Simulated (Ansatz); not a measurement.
# Converging the field response of a KF (001) film

Which settings does the induced dipole of a KF (001) film need, and which can be cut?

Program: Ansatz 0.2.0. Level of theory: plane-wave DFT, PBE, Ansatz PAW, in the first sound run; inputs show where later runs differ. Results are calculated unless marked as measured.

## 1. The starting structure

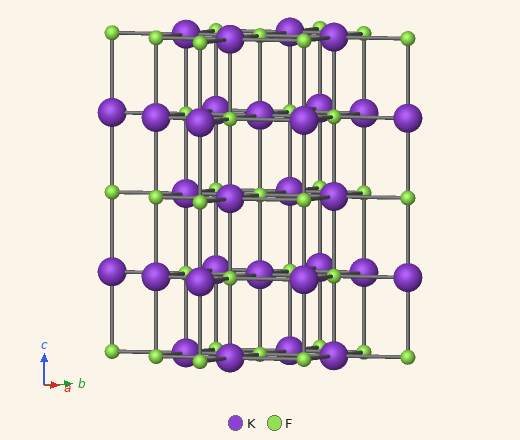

The starting structure, seen from the side, with the c axis up (potassium purple, fluorine green). 2×2×1 cells are drawn. Some periodic images of atoms are drawn too.

The cell holds 10 atoms: 5 K and 5 F. Cell: a = 3.783 Å, b = 3.783 Å, c = 28.700 Å, α = 90.0°, β = 90.0°, γ = 90.0°. It derives from KF (rocksalt KF). Vacuum lies along c.

## 2. Run, setting first choice

The first choice: the default cutoff of 420 eV, a 8×8×1 mesh, 18 Å of vacuum, 0.1 V/Å and a tight threshold. Each later run changes one input against this one; other functionals and files bring their own cutoffs.

input.yaml

```yaml
crystal:
  lattice:
    - [3.78302128, 0.0, 0.0]
    - [0.0, 3.78302128, 0.0]
    - [0.0, 0.0, 28.7]
  atoms:
    - { symbol: K, position: [0.5, 0.5, 0.3135888502] }
    - { symbol: F, position: [0.0, 0.0, 0.3135888502] }
    - { symbol: K, position: [0.0, 0.0, 0.4067944251] }
    - { symbol: F, position: [0.5, 0.5, 0.4067944251] }
    - { symbol: K, position: [0.5, 0.5, 0.5] }
    - { symbol: F, position: [0.0, 0.0, 0.5] }
    - { symbol: K, position: [0.0, 0.0, 0.5932055749] }
    - { symbol: F, position: [0.5, 0.5, 0.5932055749] }
    - { symbol: K, position: [0.5, 0.5, 0.6864111498] }
    - { symbol: F, position: [0.0, 0.0, 0.6864111498] }
kpoints:
  mp_grid: { grid: [8, 8, 1] }
hamiltonian:
  xc: pbe
scf:
  occupations: { method: fixed }
  convergence: { dr2_threshold: 1.0e-10 }
efield:
  axis: 3
  dipole_correction: true
  ramp_position: 0.97
  ramp_width: 0.06
  amplitude: 0.1
output:
  write_potential: true
  write_density: true
  volumetric_format: npy
```

The run is started by

```
$ ansatz run input.yaml --threads 4 --pin off --max-ram 6144MiB --backend cpu --events-out ev --progress --plain --runs-dir out
```

Numbers of over 12 decimals in the logs are rounded to 6 here.

Log:

```text
Engine: ansatz 0.2.0, x86_64-unknown-linux-gnu
Pseudopotentials: kind: paw
Pseudopotential: K, paw, valence charge 9, recommended cutoff 420 eV (normal), K.paw.azcp
Pseudopotential: F, paw, valence charge 7, recommended cutoff 420 eV (normal), F.paw.azcp
Functional definition: PBE
  parameter kappa = 0.804
  parameter beta = 0.066725
  exchange = pbe_x(kappa = kappa, mu = beta*pi^2/3)
  correlation = pbe_c(beta = beta)
Crystal: 10 atoms, lattice volume = 410.733 Å³
Basis set: ecut = 420 eV, 7983 PW (Γ)
Bands: 50, of which v1, the nominal top of the filled ones, is band 40 counted from 1 (39 counted from 0)
Symmetry: 8 space group operations
k-points: 15 of 64
Non-local potential: K, projectors of the file, l = 0: 3, l = 1: 2, l = 2: 2
Non-local potential: F, projectors of the file, l = 0: 2, l = 1: 2, l = 2: 1
PAW form: soft (Blöchl's): semilocal exchange-correlation on the pseudo side does not see the compensation charge
PAW one-centre angular grid: K, 110 points (default); XC on 64 Gauss nodes
PAW one-centre angular grid: F, 110 points (default); XC on 64 Gauss nodes
Initial density: superposition of atomic densities (neutral atoms: chi_scale 0, normalization atom, screened)
Initial wavefunctions: pseudopotential atomic-orbital guess
Functional: x = pbe(κ = 0.804, μ = 0.219515), c = pbe(β = 0.066725)
SCF iter   1: F=—  HF=-11751.038795 eV  |F-HF|=—  |Δ(HF+E_count)|=         —  Δρ=6.83e-2  dr2=2.18e1  ethr=3.10e-3  p=0.112 e·Å  D=4.94e-2 V/Å  ΔV_dip=-1.42 eV  dr2_dipole=2.60e-3  V_vac-E_F(+/−)=14.20/12.98 eV  ⟨swp⟩=6.7  Hψ=2760  notcnv=0  defer=101
efield: sawtooth ramp at fractional position 0.9700 (set: `efield.ramp_position`, or a place that a band, a saddle search or an elastic batch's reference lends), width 0.0600; the density the first Hamiltonian is built on has a dipole p = 0.112 e·Å; the dipole correction subtracts the counter field D = 4.94e-2 V/Å, which shifts the + side's vacuum level by -1.42 eV against the − side's; the planar-averaged density in the ramp window peaks in size at 2.0e-6 e/Å³
preconditioner: auto → Resta (q_TF=auto, 2.077 Å⁻¹)  ε∞=1.7  [insulator: Δε(μ)=8.536 eV  Ē_g=19.440 eV  n_scr=62 (ndim 8)  ℏωp=16.4 eV  f_vac=0.490  ε∞_Penn≈1.7  vacuum switching on, ρ_ref=2.7e-2 e/Å³]
SCF iter   2: F=—  HF=-11744.464348 eV  |F-HF|=—  |Δ(HF+E_count)|=    6.57e0  Δρ=4.16e-2  dr2=2.87e0  ethr=3.10e-3  p=0.073 e·Å  D=3.22e-2 V/Å  ΔV_dip=-0.93 eV  dr2_dipole=1.53e-4  V_vac-E_F(+/−)=8.16/6.45 eV  ⟨swp⟩=3.6  Hψ=1767  notcnv=0  defer=106  κ⁻¹=1.0e0(r=1)
SCF iter   3: F=—  HF=-11743.791311 eV  |F-HF|=—  |Δ(HF+E_count)|=   6.73e-1  Δρ=9.49e-3  dr2=4.90e-1  ethr=3.10e-3  p=0.066 e·Å  D=2.91e-2 V/Å  ΔV_dip=-0.83 eV  dr2_dipole=8.49e-5  V_vac-E_F(+/−)=8.25/6.45 eV  ⟨swp⟩=2.2  Hψ=1481  notcnv=0  defer=78  κ⁻¹=1.0e-2(r=2)
SCF iter   4: F=—  HF=-11743.694880 eV  |F-HF|=—  |Δ(HF+E_count)|=   9.64e-2  Δρ=3.00e-3  dr2=2.98e-2  ethr=6.13e-4  p=0.051 e·Å  D=2.25e-2 V/Å  ΔV_dip=-0.65 eV  dr2_dipole=8.51e-6  V_vac-E_F(+/−)=6.55/4.56 eV  ⟨swp⟩=3.1  Hψ=1280  notcnv=0  defer=113  κ⁻¹=3.5e-4(r=3)
SCF iter   5: F=—  HF=-11743.690249 eV  |F-HF|=—  |Δ(HF+E_count)|=   4.63e-3  Δρ=1.04e-3  dr2=3.08e-3  ethr=3.72e-5  p=0.054 e·Å  D=2.38e-2 V/Å  ΔV_dip=-0.68 eV  dr2_dipole=5.04e-10  V_vac-E_F(+/−)=6.82/4.87 eV  ⟨swp⟩=3.9  Hψ=1298  notcnv=0  defer=117  κ⁻¹=1.1e-4(r=4)
SCF iter   6: F=—  HF=-11743.690329 eV  |F-HF|=—  |Δ(HF+E_count)|=   8.05e-5  Δρ=3.90e-4  dr2=3.16e-4  ethr=3.84e-6  p=0.054 e·Å  D=2.38e-2 V/Å  ΔV_dip=-0.68 eV  dr2_dipole=6.90e-11  V_vac-E_F(+/−)=6.76/4.81 eV  ⟨swp⟩=2.0  Hψ=1239  notcnv=0  defer=120  κ⁻¹=1.2e-5(r=5)
SCF iter   7: F=—  HF=-11743.690529 eV  |F-HF|=—  |Δ(HF+E_count)|=   2.00e-4  Δρ=1.73e-4  dr2=1.28e-4  ethr=3.95e-7  p=0.054 e·Å  D=2.38e-2 V/Å  ΔV_dip=-0.68 eV  dr2_dipole=8.03e-9  V_vac-E_F(+/−)=6.73/4.78 eV  ⟨swp⟩=2.0  Hψ=1232  notcnv=0  defer=120  κ⁻¹=4.9e-7(r=6)
SCF iter   8: F=—  HF=-11743.690510 eV  |F-HF|=—  |Δ(HF+E_count)|=   1.97e-5  Δρ=5.07e-5  dr2=1.03e-5  ethr=1.60e-7  p=0.054 e·Å  D=2.39e-2 V/Å  ΔV_dip=-0.68 eV  dr2_dipole=3.85e-9  V_vac-E_F(+/−)=6.75/4.80 eV  ⟨swp⟩=2.7  Hψ=1262  notcnv=0  defer=120  κ⁻¹=2.0e-8(r=7)
SCF iter   9: F=—  HF=-11743.690504 eV  |F-HF|=—  |Δ(HF+E_count)|=   5.61e-6  Δρ=8.96e-6  dr2=2.92e-7  ethr=1.29e-8  p=0.054 e·Å  D=2.38e-2 V/Å  ΔV_dip=-0.68 eV  dr2_dipole=2.76e-11  V_vac-E_F(+/−)=6.75/4.80 eV  ⟨swp⟩=2.0  Hψ=1178  notcnv=0  defer=106  κ⁻¹=4.9e-9(r=8)
SCF iter  10: F=—  HF=-11743.690246 eV  |F-HF|=—  |Δ(HF+E_count)|=   2.58e-4  Δρ=4.01e-6  dr2=6.72e-8  ethr=3.65e-10  p=0.054 e·Å  D=2.38e-2 V/Å  ΔV_dip=-0.68 eV  dr2_dipole=3.21e-11  V_vac-E_F(+/−)=6.75/4.80 eV  ⟨swp⟩=2.3  Hψ=991  notcnv=0  defer=94  κ⁻¹=7.1e-9(r=8)
SCF iter  11: F=—  HF=-11743.690246 eV  |F-HF|=—  |Δ(HF+E_count)|=   1.69e-8  Δρ=6.51e-7  dr2=9.49e-10  ethr=8.40e-11  p=0.054 e·Å  D=2.38e-2 V/Å  ΔV_dip=-0.68 eV  dr2_dipole=1.26e-12  V_vac-E_F(+/−)=6.75/4.80 eV  ⟨swp⟩=2.2  Hψ=1187  notcnv=0  defer=95  κ⁻¹=2.6e-9(r=8)
SCF iter  12: F=-11743.690246 eV  HF=-11743.690246 eV  |F-HF|=1.46e-11  |Δ(HF+E_count)|=  7.69e-10  Δρ=1.40e-7  dr2=3.30e-11  ethr=1.00e-12  p=0.054 e·Å  D=2.38e-2 V/Å  ΔV_dip=-0.68 eV  dr2_dipole=7.49e-17  V_vac-E_F(+/−)=6.75/4.80 eV  ⟨swp⟩=17.3  Hψ=3603  notcnv=0
SCF 1 converged in 12 iterations: F = -11743.690246 eV  dr2 = 3.30e-11
  greatest PAW one-centre occupation: 0.988 electrons in one spin orbital (limit 2), on the K atom at site 6 (counted from 0), in its partial waves of l = 0
WARN: The output density's exchange-correlation potential varies sharply where the density is thin. Do not read a vacuum level from v_tot or v_xc, or from such a field of the output density. On a cell that repeats whose density bears no net charge and no dipole along the vacuum's axis use v_es (v_loc + v_h of the components); under efield.dipole_correction with no amplitude use v_es + v_field, which holds any externa [...]
SCF converged after 12 iterations
Stability not checked: this state was not tested for a lower state beside it, because the mixer in use, unlike msr1, does not test its closes by its own steps (another_mixer; see scf.mixing.algorithm and scf.lower_state_search)
Free energy (F): -11743.690246 eV
Harris-Foulkes:  -11743.690246 eV  (|F-HF|=1.46e-11)
Internal energy: -11743.690246 eV  (E = F + TS)
E sigma→0 (E₀):  -11743.690246 eV
Fermi energy:    -2.221839 eV
Dipole field:    D = 0.023836 V/Å  (p = 0.054105 e·Å, saw-weighted, corrected)
Work function:   not extracted (applied field tilts the vacuum); planar V_es + V_field profile in the machine report
Levels:          The Fermi level and band energies are counted from a zero that moves with the ramp; work functions are not
--- Per-component energies (eV) ---
  E_band       = -958.117295
  E_kinetic    = 2309.658007
  E_local      = -62332.013848  (includes V_loc(G=0)·N_el)
  E_nonlocal   = 429.576090
  E_hartree    = 30226.193835
  E_xc         = -1081.667132
  E_vxc        = -1344.511385  (∫ρ·V_xc dr)
  E_paw        = -4910.712862  (= ΣΔE_a)
  E_vpaw       = -473.220656  (= ΣTr[D̂ρ^β])
  E_aug_tail   = 0.010312  (compensation charges beyond the density's cutoff)
  E_efield     = -0.004766  (sawtooth field / dipole correction)
  E_vefield    = -0.004121  (∫n·V_field dr)
  E_ewald      = 23615.270118
  E_smearing   = -0.000000  (= −TS)
  E_closure    = 0.000000  (closes the sum)
  Σ components = -11743.690246   (vs F -11743.690246, Δ=0.00e0)
--- Band table (eV; the first three rows and the last of 15) ---
  k-point 0: bands = [... 36 lower, -2.6098, -2.4100, -2.2218, -2.2218, 2.3869, 3.2483, 3.3312, 3.9266, ... 6 higher]
  k-point 1: bands = [... 36 lower, -2.6542, -2.4081, -2.3149, -2.2662, 2.5642, 3.4449, 3.5150, 4.1663, ... 6 higher]
  k-point 2: bands = [... 36 lower, -2.7598, -2.5222, -2.4074, -2.3717, 3.0697, 3.9750, 4.0424, 4.8240, ... 6 higher]
  k-point 14: bands = [... 36 lower, -2.7135, -2.3411, -2.3411, -2.3298, 5.6051, 5.6051, 6.1021, 6.1021, ... 6 higher]
```

Wall time 3.5 s (4 threads of AMD EPYC 9R45, shared host); peak memory 0.9 GiB; 13 s of CPU time.

This step gave:

* gap on the k-mesh: 4.609 eV
* dipole along the normal: 0.05411 e·Å
* equivalent conductor thickness p/(ε₀AE): 6.841 Å

Running mean over 2.675 Å of the planar mean, with the applied field; the ramp of the sawtooth is left out. Table of electron's electrostatic potential energy less the highest filled level by z:

```
z (Å)  electron's electrostatic potential energy less the highest filled level (eV)
    4                                                                          5.11
    6                                                                          5.30
    8                                                                          1.79
   10                                                                         0.712
   12                                                                         0.794
   14                                                                         0.891
   16                                                                         0.993
   18                                                                          1.10
   20                                                                          1.36
   22                                                                          6.12
   24                                                                          6.43
```

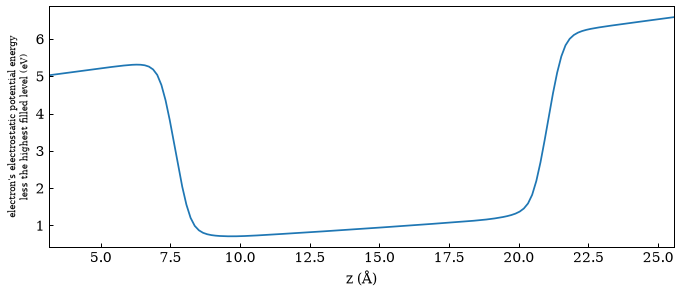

Electron's electrostatic potential energy less the highest filled level against z.

The dipole corresponds to a conductor 6.841 Å thick.

## 3. Single point, box 28.7 Å

Changes to input.yaml since step 2:

```diff
@@ -29,2 +29,4 @@
   amplitude: 0.1
+basis:
+  ecutwfc: "250 eV"
 output:
```

Log:

```text
Warning: basis.ecutwfc = 250 eV is below the records' recommended 420 eV, and the density's cutoff is lower with it unless basis.ecutrho_ratio is high enough to keep the records' density cutoff: compare with a run at a higher cutoff
[...]
k-point 0: bands = [... 36 lower, -2.6970, -2.5027, -2.2977, -2.2977, 2.2586, 3.0397, 3.1699, 3.8148, ... 6 higher]
  k-point 1: bands = [... 36 lower, -2.7421, -2.5098, -2.3828, -2.3431, 2.4329, 3.2193, 3.3675, 4.0569, ... 6 higher]
  k-point 2: bands = [... 36 lower, -2.8648, -2.6324, -2.4977, -2.4658, 2.9354, 3.7333, 3.9073, 4.7204, ... 6 higher]
  k-point 14: bands = [... 36 lower, -2.8287, -2.4552, -2.4552, -2.4294, 5.6202, 5.6202, 6.1107, 6.1107, ... 6 higher]
[key lines of the parts left out:]
SCF converged after 12 iterations
Free energy (F): -11728.763911 eV
Fermi energy:    -2.297676 eV
Dipole field:    D = 0.023692 V/Å  (p = 0.053777 e·Å, saw-weighted, corrected)
```

Wall time 1.8 s (4 threads); peak memory 0.57 GiB.

The dipole corresponds to a conductor 6.800 Å thick, -0.61 % from the first choice, at 0.51 times its CPU time.

## 4. Single point, box 28.7 Å (run 2)

Changes to input.yaml since step 3:

```diff
@@ -30,3 +30,3 @@
 basis:
-  ecutwfc: "250 eV"
+  ecutwfc: "330 eV"
 output:
```

Log:

```text
[...]
Crystal: 10 atoms, lattice volume = 410.733 Å³
Basis set: ecut = 330 eV, 5597 PW (Γ)
Bands: 50, of which v1, the nominal top of the filled ones, is band 40 counted from 1 (39 counted from 0)
Symmetry: 8 space group operations
k-points: 15 of 64
[...]
k-point 0: bands = [... 36 lower, -2.6235, -2.4199, -2.2361, -2.2361, 2.3641, 3.2355, 3.2418, 3.9071, ... 6 higher]
  k-point 1: bands = [... 36 lower, -2.6696, -2.4194, -2.3293, -2.2823, 2.5406, 3.4151, 3.4409, 4.1483, ... 6 higher]
  k-point 2: bands = [... 36 lower, -2.7729, -2.5316, -2.4187, -2.3855, 3.0455, 3.9262, 3.9856, 4.8098, ... 6 higher]
  k-point 14: bands = [... 36 lower, -2.7188, -2.3469, -2.3469, -2.3389, 5.6039, 5.6039, 6.1006, 6.1006, ... 6 higher]
[key lines of the parts left out:]
SCF converged after 12 iterations
Free energy (F): -11742.484347 eV
Fermi energy:    -2.236087 eV
Dipole field:    D = 0.023815 V/Å  (p = 0.054056 e·Å, saw-weighted, corrected)
```

Run time: 2.6 s. Hardware: 4 threads; peak memory 0.74 GiB.

The dipole corresponds to a conductor 6.835 Å thick, -0.09 % from the first choice, at 0.74 times its CPU time.

## 5. Run, box 28.7 Å

Changes to input.yaml since step 4:

```diff
@@ -30,3 +30,3 @@
 basis:
-  ecutwfc: "330 eV"
+  ecutwfc: "600 eV"
 output:
```

Log:

```text
[...]
Crystal: 10 atoms, lattice volume = 410.733 Å³
Basis set: ecut = 600 eV, 13787 PW (Γ)
Bands: 50, of which v1, the nominal top of the filled ones, is band 40 counted from 1 (39 counted from 0)
Symmetry: 8 space group operations
k-points: 15 of 64
[...]
k-point 0: bands = [... 36 lower, -2.6091, -2.4097, -2.2219, -2.2219, 2.3869, 3.2469, 3.3494, 3.9289, ... 6 higher]
  k-point 1: bands = [... 36 lower, -2.6534, -2.4078, -2.3148, -2.2661, 2.5642, 3.4439, 3.5334, 4.1682, ... 6 higher]
  k-point 2: bands = [... 36 lower, -2.7590, -2.5221, -2.4071, -2.3716, 3.0698, 3.9759, 4.0597, 4.8253, ... 6 higher]
  k-point 14: bands = [... 36 lower, -2.7126, -2.3409, -2.3409, -2.3295, 5.6050, 5.6050, 6.1019, 6.1019, ... 6 higher]
[key lines of the parts left out:]
SCF converged after 12 iterations
Free energy (F): -11743.716056 eV
Fermi energy:    -2.221861 eV
Dipole field:    D = 0.023845 V/Å  (p = 0.054124 e·Å, saw-weighted, corrected)
```

It took 6.2 s on 4 threads; peak memory 1.3 GiB.

The dipole corresponds to a conductor 6.843 Å thick, +0.03 % from the first choice, at 1.8 times its CPU time.

## 6. Run, box 28.7 Å (run 2)

Changes to input.yaml since step 5:

```diff
@@ -17,3 +17,3 @@
 kpoints:
-  mp_grid: { grid: [8, 8, 1] }
+  mp_grid: { grid: [1, 1, 1] }
 hamiltonian:
@@ -29,4 +29,2 @@
   amplitude: 0.1
-basis:
-  ecutwfc: "600 eV"
 output:
```

Log:

```text
[...]
Crystal: 10 atoms, lattice volume = 410.733 Å³
Basis set: ecut = 420 eV, 7983 PW (Γ)
Bands: 50, of which v1, the nominal top of the filled ones, is band 40 counted from 1 (39 counted from 0)
Symmetry: 8 space group operations
k-points: 1
[...]
Internal energy: -11737.449536 eV  (E = F + TS)
E sigma→0 (E₀):  -11737.449536 eV
Fermi energy:    -1.691684 eV
Dipole field:    D = 0.026336 V/Å  (p = 0.059778 e·Å, saw-weighted, corrected)
Work function:   not extracted (applied field tilts the vacuum); planar V_es + V_field profile in the machine report
[...]
--- Band table (eV) ---
  k-point 0: bands = [... 36 lower, -2.1364, -1.9909, -1.6917, -1.6917, 2.3925, 3.2010, 3.4140, 3.9152, ... 6 higher]
[key lines of the parts left out:]
SCF converged after 12 iterations
Free energy (F): -11737.449536 eV
```

Elapsed: 0.53 s, on 4 threads; peak memory 0.42 GiB; 1.5 s of CPU time.

The dipole corresponds to a conductor 7.558 Å thick, +10.49 % from the first choice, at 0.11 times its CPU time.

## 7. Single point, box 28.7 Å (run 3)

Changes to input.yaml since step 6:

```diff
@@ -17,3 +17,3 @@
 kpoints:
-  mp_grid: { grid: [1, 1, 1] }
+  mp_grid: { grid: [2, 2, 1] }
 hamiltonian:
```

Log:

```text
[...]
Crystal: 10 atoms, lattice volume = 410.733 Å³
Basis set: ecut = 420 eV, 7983 PW (Γ)
Bands: 50, of which v1, the nominal top of the filled ones, is band 40 counted from 1 (39 counted from 0)
Symmetry: 8 space group operations
k-points: 3 of 4
[...]
--- Band table (eV) ---
  k-point 0: bands = [... 36 lower, -2.5942, -2.3936, -2.2027, -2.2027, 2.3877, 3.2493, 3.3319, 3.9304, ... 6 higher]
  k-point 1: bands = [... 36 lower, -2.8706, -2.7175, -2.4992, -2.3996, 4.8172, 5.0239, 5.6782, 5.9284, ... 6 higher]
  k-point 2: bands = [... 36 lower, -2.6983, -2.3227, -2.3227, -2.3129, 5.6071, 5.6071, 6.1040, 6.1040, ... 6 higher]
[key lines of the parts left out:]
SCF converged after 12 iterations
Free energy (F): -11743.635776 eV
Fermi energy:    -2.202697 eV
Dipole field:    D = 0.023886 V/Å  (p = 0.054218 e·Å, saw-weighted, corrected)
```

Elapsed: 0.78 s, on 4 threads; peak memory 0.63 GiB.

The dipole corresponds to a conductor 6.855 Å thick, +0.21 % from the first choice, at 0.20 times its CPU time.

## 8. Single point, box 28.7 Å (run 4)

Changes to input.yaml since step 7:

```diff
@@ -17,3 +17,3 @@
 kpoints:
-  mp_grid: { grid: [2, 2, 1] }
+  mp_grid: { grid: [4, 4, 1] }
 hamiltonian:
```

Log:

```text
[...]
Crystal: 10 atoms, lattice volume = 410.733 Å³
Basis set: ecut = 420 eV, 7983 PW (Γ)
Bands: 50, of which v1, the nominal top of the filled ones, is band 40 counted from 1 (39 counted from 0)
Symmetry: 8 space group operations
k-points: 6 of 16
[...]
k-point 0: bands = [... 36 lower, -2.6097, -2.4099, -2.2217, -2.2217, 2.3870, 3.2483, 3.3312, 3.9266, ... 6 higher]
  k-point 1: bands = [... 36 lower, -2.7597, -2.5221, -2.4073, -2.3716, 3.0697, 3.9751, 4.0424, 4.8241, ... 6 higher]
  k-point 2: bands = [... 36 lower, -2.8863, -2.7337, -2.5178, -2.4160, 4.8163, 5.0235, 5.6776, 5.9283, ... 6 higher]
  k-point 5: bands = [... 36 lower, -2.7134, -2.3410, -2.3410, -2.3297, 5.6052, 5.6052, 6.1022, 6.1022, ... 6 higher]
[key lines of the parts left out:]
SCF converged after 12 iterations
Free energy (F): -11743.690068 eV
Fermi energy:    -2.221727 eV
Dipole field:    D = 0.023836 V/Å  (p = 0.054105 e·Å, saw-weighted, corrected)
```

The job ended after 1.4 s (4 threads; peak memory 0.72 GiB; 5.2 s of CPU time).

The dipole corresponds to a conductor 6.841 Å thick, -0.00 % from the first choice, at 0.39 times its CPU time.

## 9. Single point, box 28.7 Å (run 5)

Changes to input.yaml since step 8:

```diff
@@ -17,3 +17,3 @@
 kpoints:
-  mp_grid: { grid: [4, 4, 1] }
+  mp_grid: { grid: [16, 16, 1] }
 hamiltonian:
```

Log:

```text
[...]
Crystal: 10 atoms, lattice volume = 410.733 Å³
Basis set: ecut = 420 eV, 7983 PW (Γ)
Bands: 50, of which v1, the nominal top of the filled ones, is band 40 counted from 1 (39 counted from 0)
Symmetry: 8 space group operations
k-points: 45 of 256
[...]
k-point 0: bands = [... 36 lower, -2.6098, -2.4100, -2.2218, -2.2218, 2.3869, 3.2483, 3.3311, 3.9265, ... 6 higher]
  k-point 1: bands = [... 36 lower, -2.6214, -2.4090, -2.2466, -2.2334, 2.4318, 3.2989, 3.3775, 3.9873, ... 6 higher]
  k-point 2: bands = [... 36 lower, -2.6542, -2.4081, -2.3149, -2.2662, 2.5642, 3.4449, 3.5149, 4.1663, ... 6 higher]
  k-point 44: bands = [... 36 lower, -2.7135, -2.3411, -2.3411, -2.3298, 5.6051, 5.6051, 6.1021, 6.1021, ... 6 higher]
[key lines of the parts left out:]
SCF converged after 12 iterations
Free energy (F): -11743.690177 eV
Fermi energy:    -2.221846 eV
Dipole field:    D = 0.023836 V/Å  (p = 0.054105 e·Å, saw-weighted, corrected)
```

The job ended after 10 s (4 threads; peak memory 1.3 GiB).

The dipole corresponds to a conductor 6.841 Å thick, -0.00 % from the first choice, at 3.0 times its CPU time.

(Continued in part 2 of 3.)

[Logs are printed without paths, hosts, clocks, repeated set-up lines and the standing remarks that a program may print on its own settings, such as how far it seeks lower states.]

[Hosts, paths, dates, database ids (printed as entryN), source tags and the programs' standing remarks are cut or masked in the printed files.]

[Maps of the electrostatic potential energy from Ansatz leave out the sawtooth potential of an applied field or a dipole correction, so their vacuum need not be flat; planar profiles and work functions include it.]
